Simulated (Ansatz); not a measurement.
Geometry relaxation, with input and output: Al3Cu2 (part 1 of 2)

Al3Cu2 (P-3m1, 5 atoms in the cell), computed with DFT LDA, scalar-relativistic, plane waves, PAW, no spin polarisation (Ansatz 0.2.0).

The structure derives from a Materials Project entry. It belongs to a series of runs on one base structure; here: cell and atoms relaxed tightly for response.

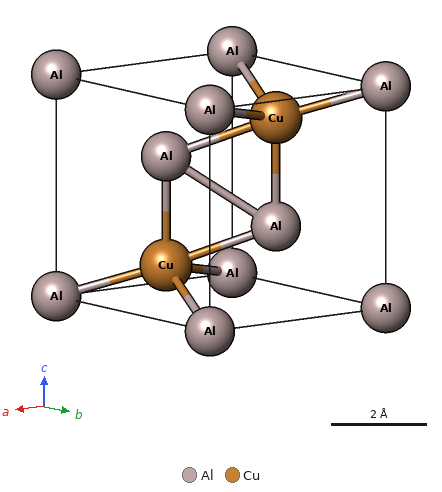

Fig. 1: The structure as given in the input (ball-and-stick view of the cell of the calculation, seen at an oblique angle).

Results in brief

| quantity | value |
| --- | --- |
| outcome | converged |
| space group (tolerance 0.01 Å) | P-3m1 (164) |
| electrons treated | 47 |
| free energy | −14651.0744 eV |
| Fermi energy | 11.507 eV |
| gap on the k-point mesh | none (metallic) |
| pressure | 0.00 GPa |
| final volume | 70.39 Å³ |
| largest force (length of the vector) at the end | under 0.001 eV/Å |
| final cell | a = 4.058 Å, b = 4.058 Å, c = 4.935 Å, α = 90.00°, β = 90.00°, γ = 120.00° |
| hardware | 2 threads of Oxide Virtual Turin-like (Zen 5), 32 GiB of memory available, shared host |
| wall time | 32 s (CPU time 62 s) |
| peak memory | 0.56 GiB |

Notes

Results for this metal are sensitive to the k-point mesh.

The input
```yaml
crystal:
  lattice:
    - [4.0558389478, 0.0, 0.0]
    - [-2.0279194739, 3.5124595625, 0.0]
    - [0.0, 0.0, 4.9320181101]
  atoms:
    - { symbol: Al, position: [0.0, 0.0, 0.0] }
    - { symbol: Al, position: [0.3333333333, 0.6666666667, 0.3508592142] }
    - { symbol: Al, position: [0.6666666667, 0.3333333333, 0.6491407858] }
    - { symbol: Cu, position: [0.3333333333, 0.6666666667, 0.8415141681] }
    - { symbol: Cu, position: [0.6666666667, 0.3333333333, 0.1584858319] }
basis:
  ecutwfc: 420
kpoints:
  mp_grid: { grid: [12, 12, 8] }
hamiltonian:
  xc: lda
scf:
  occupations: { method: fermi_dirac, width: 0.15 }
output:
  forces: true
  stress: true
  eigenvalues: true
relax:
  adjacent_minimum: "off"
  f_tol: 0.001
  max_steps: 60
  cell: { stress_tol: 0.01 }
```

Run as:
```bash
ansatz run input.yaml --threads 2 --pin off --max-ram 6144MiB --backend cpu --events-out ev --progress --plain --runs-dir out
```

What the program printed
```
band count auto-derived: 30 (N_el = 47.0; filled up to band 24; 29 by the electrons, moments and atoms)
Engine: ansatz 0.2.0, x86_64-unknown-linux-gnu
Pseudopotentials: kind: paw
Pseudopotential: Al, paw, valence charge 3, recommended cutoff 420 eV (normal), Al.paw.azcp
Pseudopotential: Cu, paw, valence charge 19, recommended cutoff 420 eV (normal), Cu.paw.azcp
Functional definition: SPW92
  exchange = slater_x
  correlation = pw_c
Crystal: 5 atoms, lattice volume = 70.261 Å³
Basis set: ecut = 420 eV, 1385 PW (Γ)
Bands: 30, of which v1, the nominal top of the filled ones, is band 24 counted from 1 (23 counted from 0)
Symmetry: 12 space group operations
Space group: P-3m1 (ITA 164), of the structure as read, at distance tolerance 4.1e-5 Å
k-points: 131 of 1152
Non-local potential: Al, projectors of the file, l = 0: 2, l = 1: 2, l = 2: 1
Non-local potential: Cu, projectors of the file, l = 0: 3, l = 1: 2, l = 2: 3, l = 3: 1
PAW form: soft (Blöchl's): semilocal exchange-correlation on the pseudo side does not see the compensation charge
PAW frozen core: Al, regenerated for the run's functional, and the local potential with it (the file was generated under x = pbe(κ = 0.804, μ = 0.2195149727645171), c = pbe(β = 0.06672455060314922))
PAW frozen core: Cu, regenerated for the run's functional, and the local potential with it (the file was generated under x = pbe(κ = 0.804, μ = 0.2195149727645171), c = pbe(β = 0.06672455060314922))
PAW one-centre angular grid: Al, 110 points (default); XC on 64 Gauss nodes
PAW one-centre angular grid: Cu, 590 points (default); XC on 64 Gauss nodes
Initial density: superposition of atomic densities (neutral atoms: chi_scale 0, normalization atom), corrected by the library's trained network
Initial wavefunctions: pseudopotential atomic-orbital guess
Functional: x = slater, c = lda
SCF iter   1: F=—  HF=-14651.084566 eV  |F-HF|=—  |Δ(HF+E_count)|=         —  Δρ=1.12e-2  dr2=3.82e-2  ethr=1.77e-3  ⟨swp⟩=6.5  Hψ=17821  notcnv=0
preconditioner: auto → Kerker (q_TF=auto, 2.551 Å⁻¹)  [metal: Δε(μ)=0.018 eV  Ē_g=8.264 eV  σ=0.150 eV  W_gap=0.03  n_scr=22 (ndim 8)  ℏωp=24.7 eV  f_vac=0.000  D(μ)=1.21/eV (n_scr^D=2)]
SCF iter   2: F=—  HF=-14651.075180 eV  |F-HF|=—  |Δ(HF+E_count)|=   9.39e-3  Δρ=2.47e-3  dr2=3.61e-3  ethr=8.14e-5  ⟨swp⟩=2.3  Hψ=7635  notcnv=0
SCF iter   3: F=—  HF=-14651.074500 eV  |F-HF|=—  |Δ(HF+E_count)|=   6.79e-4  Δρ=1.85e-3  dr2=1.37e-3  ethr=7.68e-6  ⟨swp⟩=2.1  Hψ=4969  notcnv=0
SCF iter   4: F=—  HF=-14651.074253 eV  |F-HF|=—  |Δ(HF+E_count)|=   2.47e-4  Δρ=3.52e-4  dr2=7.25e-5  ethr=2.92e-6  ⟨swp⟩=1.0  Hψ=3927  notcnv=0
SCF iter   5: F=—  HF=-14651.074237 eV  |F-HF|=—  |Δ(HF+E_count)|=   1.58e-5  Δρ=3.93e-5  dr2=1.43e-6  ethr=1.54e-7  ⟨swp⟩=1.0  Hψ=3928  notcnv=0
SCF iter   6: F=—  HF=-14651.074238 eV  |F-HF|=—  |Δ(HF+E_count)|=   2.02e-7  Δρ=2.45e-5  dr2=6.25e-7  ethr=3.04e-9  ⟨swp⟩=2.6  Hψ=5909  notcnv=0
SCF iter   7: F=-14651.074238 eV  HF=-14651.074238 eV  |F-HF|=1.86e-8  |Δ(HF+E_count)|=   8.80e-8  Δρ=3.94e-6  dr2=2.10e-8  ethr=2.13e-10  ⟨swp⟩=2.8  Hψ=13800  notcnv=0
SCF 1 converged in 7 iterations: F = -14651.074238 eV  dr2 = 2.10e-8
  greatest PAW one-centre occupation: 1.000 electrons in one spin orbital (limit 2), on the Cu atom at site 4 (counted from 0), in its partial waves of l = 0
relax step   1: F+E_penalty+E_count = -14651.07423755 eV  Δ(F+E_penalty+E_count) = +0.000e0 eV  max|allowed force component| = 1.575e-2 eV/Å  Δτ_max = 0.0000 Å  P = +0.219 GPa  Ω = 70.261 Å³  (7 SCF iters, dr2 threshold 1.00e-7 eV, accepted)
Crystal: 5 atoms, lattice volume = 70.339 Å³
Initial density: handed on by an earlier stage of this run
Initial wavefunctions: those handed on with the density
iter 1 solved again at ethr=2.49e-7 eV; its pass at ethr=3.10e-3 eV (dr2=1.17e-4 eV) is discarded
SCF iter   1: F=—  HF=-14651.074321 eV  |F-HF|=—  |Δ(HF+E_count)|=         —  Δρ=4.87e-4  dr2=1.21e-4  ethr=2.49e-7  ⟨swp⟩=1.2  Hψ=15532  notcnv=0
preconditioner: auto → Kerker (q_TF=auto, 2.551 Å⁻¹)  [metal: Δε(μ)=0.009 eV  Ē_g=8.306 eV  σ=0.150 eV  W_gap=0.01  n_scr=22 (ndim 8)  ℏωp=24.7 eV  f_vac=0.000  D(μ)=1.22/eV (n_scr^D=2)]
SCF iter   2: F=—  HF=-14651.074300 eV  |F-HF|=—  |Δ(HF+E_count)|=   2.02e-5  Δρ=1.08e-4  dr2=6.65e-6  ethr=2.49e-7  ⟨swp⟩=2.2  Hψ=5070  notcnv=0
SCF iter   3: F=—  HF=-14651.074297 eV  |F-HF|=—  |Δ(HF+E_count)|=   3.76e-6  Δρ=8.05e-5  dr2=4.56e-6  ethr=1.42e-8  ⟨swp⟩=2.1  Hψ=5698  notcnv=0
iter 4 did not close the SCF: its close was put off for the readings that it lacked (scf_convergence_deferred on its scf_iter line)
SCF iter   4: F=-14651.074296 eV  HF=-14651.074296 eV  |F-HF|=5.72e-8  |Δ(HF+E_count)|=   8.50e-7  Δρ=1.73e-5  dr2=1.21e-7  ethr=9.71e-9  ⟨swp⟩=2.6  Hψ=5977  notcnv=0
iter 5 did not close the SCF: its close was put off for the readings that it lacked (scf_convergence_deferred on its scf_iter line)
SCF iter   5: F=-14651.074296 eV  HF=-14651.074296 eV  |F-HF|=4.06e-10  |Δ(HF+E_count)|=   1.12e-7  Δρ=2.83e-6  dr2=5.84e-9  ethr=2.57e-10  ⟨swp⟩=2.0  Hψ=6406  notcnv=0
SCF iter   6: F=-14651.074296 eV  HF=-14651.074296 eV  |F-HF|=2.38e-10  |Δ(HF+E_count)|=   1.69e-9  Δρ=8.41e-7  dr2=8.44e-10  ethr=1.24e-11  ⟨swp⟩=1.9  Hψ=11021  notcnv=0
SCF 2 converged in 6 iterations: F = -14651.074296 eV  dr2 = 8.44e-10
relax step   2: F+E_penalty+E_count = -14651.07429583 eV  Δ(F+E_penalty+E_count) = -5.828e-5 eV  max|allowed force component| = 1.044e-2 eV/Å  Δτ_max = 0.0008 Å  P = +0.082 GPa  Ω = 70.339 Å³  energy of the carried Pulay correction = -4.061e-5 eV  (6 SCF iters, dr2 threshold 1.86e-7 eV, accepted)
Crystal: 5 atoms, lattice volume = 70.391 Å³
iter 1 solved again at ethr=1.38e-7 eV; its pass at ethr=3.10e-3 eV (dr2=6.47e-5 eV) is discarded
SCF iter   1: F=—  HF=-14651.074315 eV  |F-HF|=—  |Δ(HF+E_count)|=         —  Δρ=3.73e-4  dr2=6.69e-5  ethr=1.38e-7  ⟨swp⟩=2.0  Hψ=15868  notcnv=0
preconditioner: auto → Kerker (q_TF=auto, 2.551 Å⁻¹)  [metal: Δε(μ)=0.005 eV  Ē_g=8.300 eV  σ=0.150 eV  W_gap=0.01  n_scr=22 (ndim 8)  ℏωp=24.6 eV  f_vac=0.000  D(μ)=1.23/eV (n_scr^D=2)]
SCF iter   2: F=—  HF=-14651.074309 eV  |F-HF|=—  |Δ(HF+E_count)|=   6.18e-6  Δρ=1.19e-4  dr2=6.32e-6  ethr=1.38e-7  ⟨swp⟩=2.4  Hψ=5359  notcnv=0
SCF iter   3: F=—  HF=-14651.074297 eV  |F-HF|=—  |Δ(HF+E_count)|=   1.21e-5  Δρ=7.05e-5  dr2=3.08e-6  ethr=1.34e-8  ⟨swp⟩=2.3  Hψ=6305  notcnv=0
SCF iter   4: F=—  HF=-14651.074296 eV  |F-HF|=—  |Δ(HF+E_count)|=   5.92e-7  Δρ=1.38e-5  dr2=1.03e-7  ethr=6.55e-9  ⟨swp⟩=2.7  Hψ=6794  notcnv=0
iter 5 did not close the SCF: its close was put off for the readings that it lacked (scf_convergence_deferred on its scf_iter line)
SCF iter   5: F=-14651.074296 eV  HF=-14651.074296 eV  |F-HF|=2.36e-10  |Δ(HF+E_count)|=   3.83e-8  Δρ=2.23e-6  dr2=3.42e-9  ethr=2.19e-10  ⟨swp⟩=2.0  Hψ=5644  notcnv=0
SCF iter   6: F=-14651.074296 eV  HF=-14651.074296 eV  |F-HF|=5.13e-10  |Δ(HF+E_count)|=   2.15e-9  Δρ=7.68e-7  dr2=8.32e-10  ethr=7.29e-12  ⟨swp⟩=2.0  Hψ=12646  notcnv=0
SCF 3 converged in 6 iterations: F = -14651.074296 eV  dr2 = 8.32e-10
relax step   3: F+E_penalty+E_count = -14651.07429600 eV  Δ(F+E_penalty+E_count) = -1.754e-7 eV  max|allowed force component| = 2.888e-3 eV/Å  Δτ_max = 0.0011 Å  P = -0.009 GPa  Ω = 70.391 Å³  energy of the carried Pulay correction = -6.757e-5 eV  (6 SCF iters, dr2 threshold 2.61e-8 eV, accepted)
Crystal: 5 atoms, lattice volume = 70.389 Å³
iter 1 solved again at ethr=2.50e-9 eV; its pass at ethr=3.10e-3 eV (dr2=1.17e-6 eV) is discarded
SCF iter   1: F=—  HF=-14651.074299 eV  |F-HF|=—  |Δ(HF+E_count)|=         —  Δρ=5.92e-5  dr2=1.20e-6  ethr=2.50e-9  ⟨swp⟩=2.2  Hψ=16827  notcnv=0
preconditioner: auto → Kerker (q_TF=auto, 2.551 Å⁻¹)  [metal: Δε(μ)=0.005 eV  Ē_g=8.298 eV  σ=0.150 eV  W_gap=0.01  n_scr=22 (ndim 8)  ℏωp=24.6 eV  f_vac=0.000  D(μ)=1.23/eV (n_scr^D=2)]
SCF iter   2: F=—  HF=-14651.074299 eV  |F-HF|=—  |Δ(HF+E_count)|=   4.63e-7  Δρ=3.22e-5  dr2=3.74e-7  ethr=2.50e-9  ⟨swp⟩=1.0  Hψ=3930  notcnv=0
SCF iter   3: F=—  HF=-14651.074298 eV  |F-HF|=—  |Δ(HF+E_count)|=   1.75e-7  Δρ=5.93e-6  dr2=1.50e-8  ethr=7.96e-10  ⟨swp⟩=2.1  Hψ=6685  notcnv=0
SCF iter   4: F=—  HF=-14651.074298 eV  |F-HF|=—  |Δ(HF+E_count)|=   3.75e-9  Δρ=2.37e-6  dr2=4.29e-9  ethr=3.20e-11  ⟨swp⟩=2.4  Hψ=6559  notcnv=0
iter 5 did not close the SCF: its close was put off for the readings that it lacked (scf_convergence_deferred on its scf_iter line)
SCF iter   5: F=-14651.074298 eV  HF=-14651.074298 eV  |F-HF|=3.33e-10  |Δ(HF+E_count)|=  4.86e-10  Δρ=6.18e-7  dr2=4.18e-10  ethr=9.13e-12  ⟨swp⟩=1.5  Hψ=4109  notcnv=0
SCF iter   6: F=-14651.074298 eV  HF=-14651.074298 eV  |F-HF|=9.09e-12  |Δ(HF+E_count)|=  8.55e-11  Δρ=7.70e-8  dr2=1.11e-11  ethr=1.00e-12  ⟨swp⟩=2.3  Hψ=13187  notcnv=0
SCF 4 converged in 6 iterations: F = -14651.074298 eV  dr2 = 1.11e-11
relax step   4: F+E_penalty+E_count = -14651.07429847 eV  Δ(F+E_penalty+E_count) = -2.462e-6 eV  max|allowed force component| = 9.469e-4 eV/Å  Δτ_max = 0.0003 Å  P = -0.006 GPa  Ω = 70.389 Å³  energy of the carried Pulay correction = -6.660e-5 eV  (6 SCF iters, dr2 threshold 5.91e-10 eV, accepted)
Crystal: 5 atoms, lattice volume = 70.385 Å³
iter 1 solved again at ethr=1.31e-9 eV; its pass at ethr=3.10e-3 eV (dr2=6.14e-7 eV) is discarded
SCF iter   1: F=—  HF=-14651.074301 eV  |F-HF|=—  |Δ(HF+E_count)|=         —  Δρ=3.97e-5  dr2=6.37e-7  ethr=1.31e-9  ⟨swp⟩=3.0  Hψ=19082  notcnv=0
SCF iter   2: F=—  HF=-14651.074301 eV  |F-HF|=—  |Δ(HF+E_count)|=   1.93e-7  Δρ=1.88e-5  dr2=1.39e-7  ethr=1.31e-9  ⟨swp⟩=2.0  Hψ=6548  notcnv=0
SCF iter   3: F=—  HF=-14651.074301 eV  |F-HF|=—  |Δ(HF+E_count)|=   5.83e-8  Δρ=8.99e-6  dr2=3.64e-8  ethr=2.95e-10  ⟨swp⟩=2.0  Hψ=6685  notcnv=0
SCF iter   4: F=—  HF=-14651.074301 eV  |F-HF|=—  |Δ(HF+E_count)|=   9.47e-9  Δρ=1.64e-6  dr2=1.37e-9  ethr=7.73e-11  ⟨swp⟩=2.4  Hψ=6580  notcnv=0
iter 5 did not close the SCF: its close was put off for the readings that it lacked (scf_convergence_deferred on its scf_iter line)
SCF iter   5: F=-14651.074301 eV  HF=-14651.074301 eV  |F-HF|=5.64e-11  |Δ(HF+E_count)|=  1.29e-10  Δρ=2.43e-7  dr2=7.06e-11  ethr=2.91e-12  ⟨swp⟩=2.5  Hψ=6560  notcnv=0
SCF iter   6: F=-14651.074301 eV  HF=-14651.074301 eV  |F-HF|=0.00e0  |Δ(HF+E_count)|=  3.64e-12  Δρ=8.66e-8  dr2=1.20e-11  ethr=1.00e-12  ⟨swp⟩=2.2  Hψ=11466  notcnv=0
SCF 5 converged in 6 iterations: F = -14651.074301 eV  dr2 = 1.20e-11
relax step   5: F+E_penalty+E_count = -14651.07430082 eV  Δ(F+E_penalty+E_count) = -2.352e-6 eV  max|allowed force component| = 5.326e-5 eV/Å  Δτ_max = 0.0002 Å  P = -0.000 GPa  Ω = 70.385 Å³  energy of the carried Pulay correction = -6.458e-5 eV  (6 SCF iters, dr2 threshold 3.18e-10 eV, accepted)
Initial wavefunctions: pseudopotential atomic-orbital guess (no wavefunctions were taken with the density)
iter 1 solved again at ethr=1.08e-7 eV; its pass at ethr=3.10e-3 eV (dr2=5.06e-5 eV) is discarded
```
